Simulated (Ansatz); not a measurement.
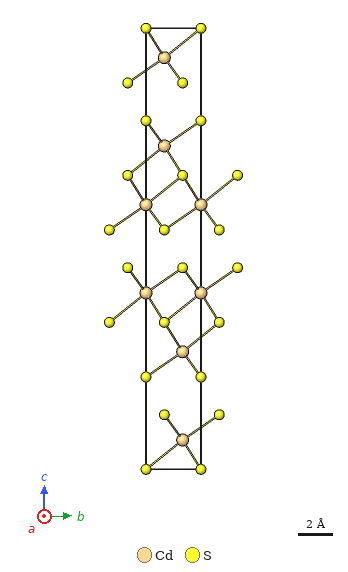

This is the input geometry for a relaxation of solid Cd2S3 (built on the tetradymite_166 type). A ball-and-stick model of the conventional cell (3 times the calculation's cell), seen along the a axis. Lengths and directions refer to the drawn axes.

Case: tetradymite type (R-3m, No. 166).

Level of theory: DFT PBE, scalar-relativistic, plane waves, PAW in Ansatz.

The input:
```yaml
crystal:
  lattice:
    - [1.9130544815, 1.1045025198, 8.8679779293]
    - [-1.9130544815, 1.1045025198, 8.8679779293]
    - [0.0, -2.2090050397, 8.8679779293]
  atoms:
    - { symbol: Cd, position: [0.4, 0.4, 0.4] }
    - { symbol: Cd, position: [0.6, 0.6, 0.6] }
    - { symbol: S, position: [0.0, 0.0, 0.0] }
    - { symbol: S, position: [0.2095, 0.2095, 0.2095] }
    - { symbol: S, position: [0.7905, 0.7905, 0.7905] }
basis:
  ecutwfc: 420
kpoints:
  mp_grid: { grid: [12, 12, 12] }
hamiltonian:
  xc: pbe
scf:
  occupations: { method: gaussian, width: 0.1 }
output:
  forces: true
  stress: true
  eigenvalues: true
relax:
  adjacent_minimum: "off"
  f_tol: 0.01
  max_steps: 80
  cell: { stress_tol: 0.05 }
```

Launched with:
```bash
ansatz run input.yaml --threads 1 --pin off --max-ram 2560MiB --backend cpu --events-out ev --progress --plain --runs-dir out
```

What does the optimiser find from here?

After 5 accepted moves (6 points after the start) the energy has fallen by 57.5 meV per atom. Largest force component: 0.16 eV/Å at the start, 0.001 eV/Å at the end. Pressure: −3.77 GPa at the start and 0.00 GPa at the end. The SCF was repeated once at an unchanged geometry on a basis and grid sized afresh for the cell, which shifted the energy by 0.3 meV per atom at most. The largest moves relative to the cell, 0.072 Å, are those of S4 and S5. S5 goes along +c. By element the largest moves are S 0.072 Å, Cd 0.056 Å. The volume changes by −8.0 %, with a = b 3.826 → 3.894 Å (+1.8 %), c 26.604 → 23.612 Å (−11.2 %). Near-neighbour distances that change, for instance: Cd1–S3 2.833 → 2.777 Å, Cd1–S5 2.682 → 2.631 Å. Among the angles between lasting bonds that change: Cd2–S4–Cd2 91.0° → 95.5°, S4–Cd2–S4 91.0° → 95.5°, S3–Cd2–S4 91.9° → 87.6°. The space group stays R-3m (No. 166).

Final geometry:

```
CELL_PARAMETERS angstrom
1.94723 1.12424 7.87072
-1.94723 1.12424 7.87072
0.00000 -2.24847 7.87072
ATOMIC_POSITIONS crystal
Cd 0.40237 0.40237 0.40237
Cd 0.59763 0.59763 0.59763
S 0.00000 0.00000 0.00000
S 0.20644 0.20644 0.20644
S 0.79356 0.79356 0.79356
```

After the run, drawn alike:

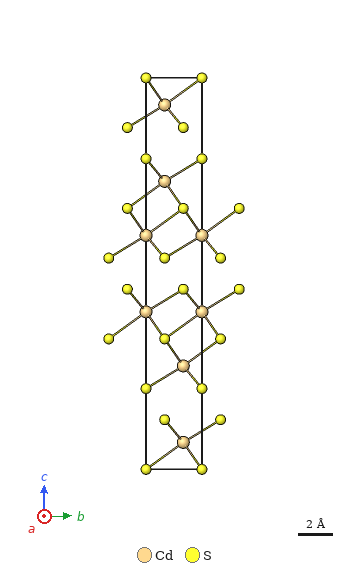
